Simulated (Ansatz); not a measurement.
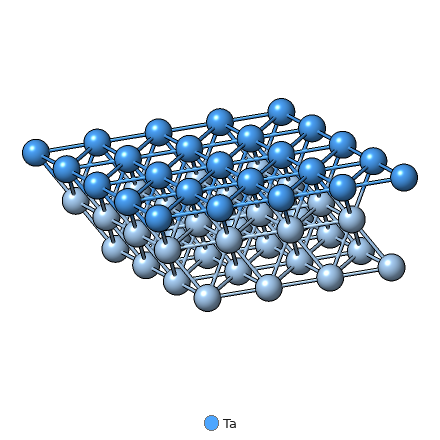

The system is N on a Ta(111) slab cut from the Fm-3m phase, its upper half relaxed before the scan (12 atoms of substrate and one adsorbate in a 2 × 2 cell); the picture shows it without the atoms that are moved over the map. N is moved over the surface cell at a fixed height above a rigid substrate; the origin of the map has the adsorbate above Ta9; the height is held at 3.30 Å. Places are given modulo a cell vector. The map is drawn in real space over the plane of the surface. The scan uses a 6 × 6 grid; 10 points were computed and 26 follow by symmetry. Places are given in fractions of the 1 × 1 surface cell. Energies: meV, counted from the lowest grid point. The runs have no spin polarisation, so an open-shell adsorbate far from the surface lies too high. At a fixed height the lowest place need not be the adsorption site. Method: DFT PBE+D3(BJ), scalar-relativistic, plane waves, PAW in Ansatz. Settings: cutoff 420 eV, k-mesh 6×6×1, gaussian smearing 0.1 eV, no spin polarisation.

Range: position of N13 along the first surface vector from 0.000 to 0.833; position of N13 along the second surface vector from 0.000 to 0.833.

> What will the energy surface look like?

The lowest grid point is at the top site over a surface Ta atom, (0/6, 0/6) of the cell vectors. The highest grid point, a threefold hollow over a third-layer Ta atom, (4/6, 2/6) of the cell vectors, lies 88 meV above the lowest. On the interpolated surface the easiest way out of the lowest well to its copy in the next cell or period passes a barrier of about 59 meV. At the lowest point the adsorbate has 1 Ta at 3.30 Å as nearest neighbours, at the highest 3 Ta at 3.72 Å.

```csv
"second ↓, first →",0/6,1/6,2/6,3/6,4/6,5/6
5/6,16,35,56,56,35,16
4/6,48,56,60,56,48,45
3/6,65,56,56,65,74,74
2/6,48,35,48,74,88,74
1/6,16,16,45,74,74,45
0/6,0,16,48,65,48,16
```

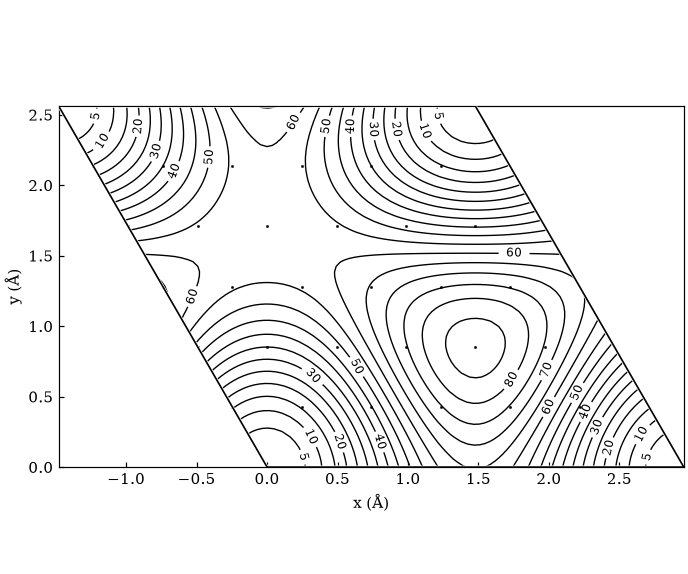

Drawn: contour lines labelled in meV, dots at the grid points, the outline of one cell of the plane. Between grid points the surface is interpolated.

Time for the 10 points that were run: 20 min on 2 threads of Arm Neoverse N1 (shared host).

PAW datasets: the set soft_1.
